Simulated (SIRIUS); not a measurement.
# CdSe: 7 runs along one coordinate

System: CdSe (P6₃mc, 4 atoms in the cell).
Method: Kohn-Sham DFT of a periodic cell, PBEsol, dojo-sr-pbesol-0.4.1-standard, no spin polarisation (SIRIUS 7.12.0).

The 7 runs differ only in the geometry, by an even scaling of the cell at fixed fractional positions. The structure derives from an entry of the Crystallography Open Database.

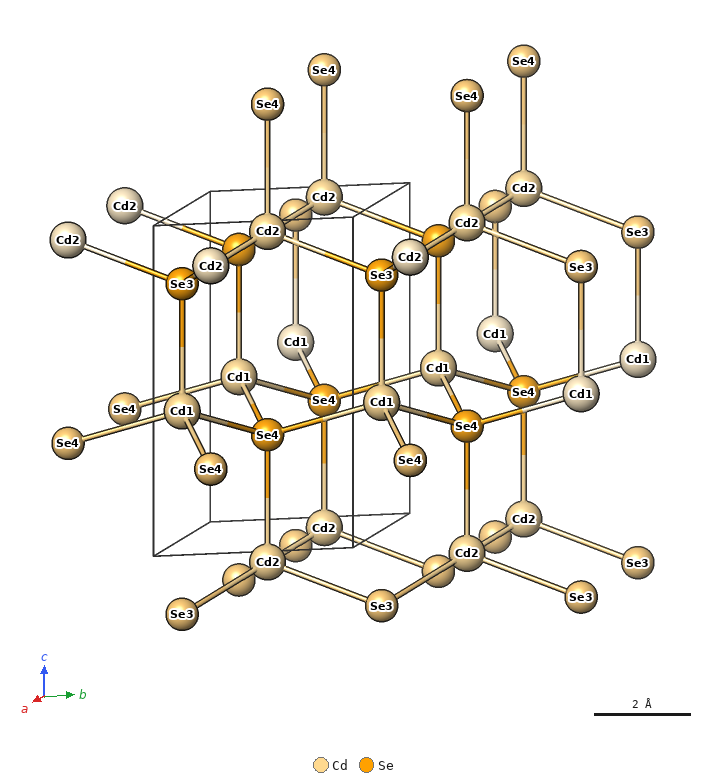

Figure 1. The structure of run 4 (ball-and-stick view of the cell of the calculation, repeated 2 × 2 × 1, seen slightly off an axis; neighbours outside the cell are drawn fainter; atoms are numbered from 1 in the order of the input). An atom can appear more than once, as a periodic image.

**Input of run 4**
```
{
  "control": {
    "processing_unit": "cpu",
    "verbosity": 2,
    "num_bands_to_print": 49,
    "print_forces": true,
    "print_stress": true
  },
  "parameters": {
    "electronic_structure_method": "pseudopotential",
    "xc_functionals": ["XC_GGA_X_PBE_SOL", "XC_GGA_C_PBE_SOL"],
    "gk_cutoff": 10.1,
    "pw_cutoff": 20.2,
    "ngridk": [7, 7, 4],
    "shiftk": [0, 0, 0],
    "smearing": "fermi_dirac",
    "smearing_width": 0.0018374661,
    "num_bands": 49,
    "num_mag_dims": 0,
    "num_dft_iter": 100,
    "energy_tol": 1e-08,
    "density_tol": 1e-06
  },
  "iterative_solver": {
    "type": "davidson",
    "min_tolerance": 1e-10
  },
  "mixer": {
    "type": "anderson",
    "beta": 0.7,
    "max_history": 8
  },
  "settings": {
    "tol_ne": 1e-10,
    "pseudo_grid_cutoff": 6.5
  },
  "unit_cell": {
    "lattice_vectors": [
      [8.125822335891, 0.0, 0.0],
      [-4.062911167945, 7.037168569571, 0.0],
      [0.0, 0.0, 13.265877394873]
    ],
    "atom_coordinate_units": "lattice",
    "atom_types": ["Cd", "Se"],
    "atom_files": {
      "Cd": "Cd.json",
      "Se": "Se.json"
    },
    "atoms": {
      "Cd": [
        [0.6666666667, 0.3333333333, 0.5],
        [0.3333333333, 0.6666666667, 0.0]
      ],
      "Se": [
        [0.6666666667, 0.3333333333, 0.885],
        [0.3333333333, 0.6666666667, 0.385]
      ]
    }
  }
}
```

Command:
```bash
upf_to_json Cd.upf
upf_to_json Se.upf
OMP_NUM_THREADS=4 sirius.scf --input=sirius.json --output=out.json --task=0
```

Run 5 differs from it as follows:
```diff
-      [8.125822335891, 0.0, 0.0],
-      [-4.062911167945, 7.037168569571, 0.0],
-      [0.0, 0.0, 13.265877394873]
+      [8.179637297142, 0.0, 0.0],
+      [-4.089818648666, 7.083773693133, 0.0],
+      [0.0, 0.0, 13.353733447897]
```

**Results, with one run withheld**

```csv
run,volume per atom (Å³),"free energy per atom, from the lowest run given (meV)",pressure (GPa),gap on the mesh (eV)
1,26.416,20.74,3.92,0.70
2,26.978,9.36,2.52,0.66
3,27.540,2.61,1.27,0.62
4,28.102,0.00,0.16,0.58
5,28.665,?,?,?
6,29.227,5.48,−1.73,0.50
7,29.789,12.81,−2.52,0.46
```

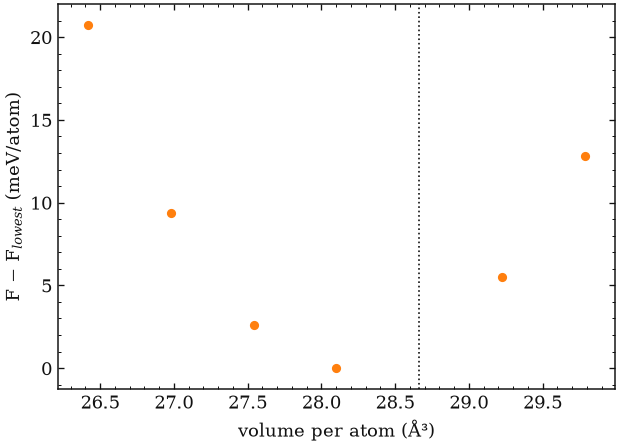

Figure 2. Free energy per atom of the runs given; the dotted line marks run 5.

What should run 5 give?

A cubic polynomial in V^(−2/3) (the Birch–Murnaghan form), fitted to the 6 runs given, misses them by under 0.01 meV per atom. With x = V^(−2/3) − 0.10854 Å⁻², it reads F = 0.28096 + 1103.6 x + 8.8407e+05 x² + 2.7819e+06 x³ (meV per atom). At run 5 it gives 1.09 meV per atom, and the run itself gives 1.09. The slope of the fit gives a pressure −dF/dV of −0.80 GPa there, and the run prints −0.84 GPa. The fit has its minimum at 28.209 Å³ per atom, where V d²F/dV² gives 51.7 GPa. Cell shape and fractional positions are held, so this is the stiffness under even scaling; the relaxed bulk modulus wasn't computed. The gap on the mesh goes, without turning, from 0.70 eV in run 1 to 0.46 eV in run 7; run 5 has 0.54 eV. These are gaps of this functional on this mesh, which can miss the band edges; they aren't the measured gap.

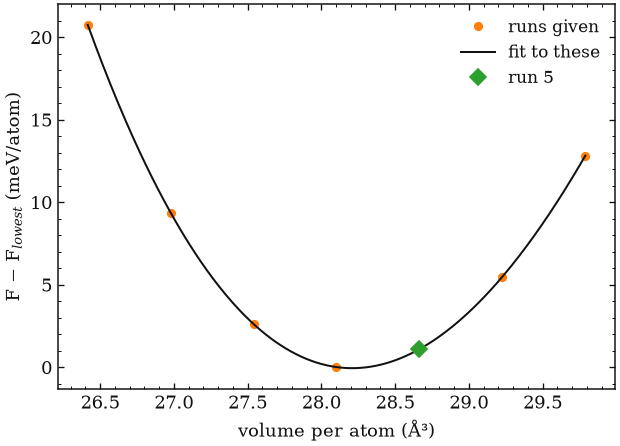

Figure 3. The fit and the withheld run.

**Some lines of the output (run 5)**
```
[...]
[find] band gap (eV)                  :       0.53822226
[find] Efermi                         :       0.28124261
[find] Total energy                   :    -592.71690553 (Ha),   -1185.43381106 (Ry)
[find] Free energy (E-TS)             :    -592.71690787 (Ha),   -1185.43381574 (Ry)
[find] band gap (eV)                  :       0.53823455
[find] Efermi                         :       0.28124252
[find] band gap (eV)                  :       0.53825612
[find] Efermi                         :       0.28124219
[find] band gap (eV)                  :       0.53825430
[find] Efermi                         :       0.28124221
[find] band gap (eV)                  :       0.53825502
[find] Efermi                         :       0.28124217
[find] band gap (eV)                  :       0.53825406
[find] Efermi                         :       0.28124223
```
